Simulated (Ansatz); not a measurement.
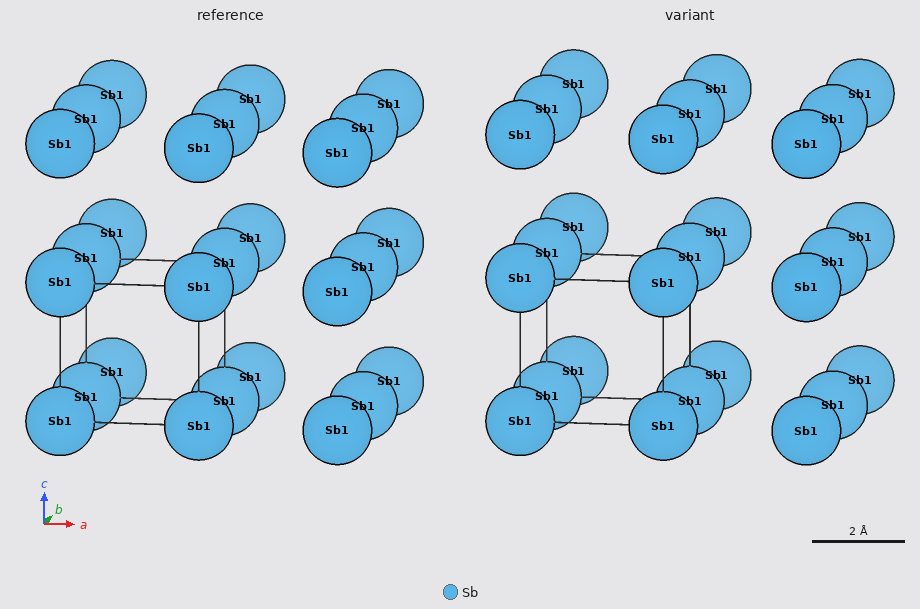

Left: a crystal of Sb (set up in Pm-3m). Right: the same structure after one change, at the same scale. A spheres-only model of the cell of the calculation, repeated 2 × 2 × 2 with one cell outlined, seen slightly off an axis.

These are results of Ansatz, DFT r2SCAN, scalar-relativistic, plane waves, PAW, not measurements. Settings: plane-wave cutoff 500 eV; k-point mesh 14 × 14 × 14; occupations gaussian; smearing width 0.1 eV; no spin polarisation.

Question: What distinguishes the right structure from the left one?

Answer: All lengths are scaled by +3.2 % (volume +10.0 %), the atoms keeping their fractional coordinates. No relaxation follows.

Question: How do the computed properties respond?

Answer: Near-neighbour distances before and after: Sb–Sb 3.088 → 3.187 Å. The space group stays Pm-3m (No. 221). It costs 45.5 meV per atom. Pressure: 0.0 GPa before, −4.6 GPa after. All forces vanish by symmetry. It is metallic before and after.
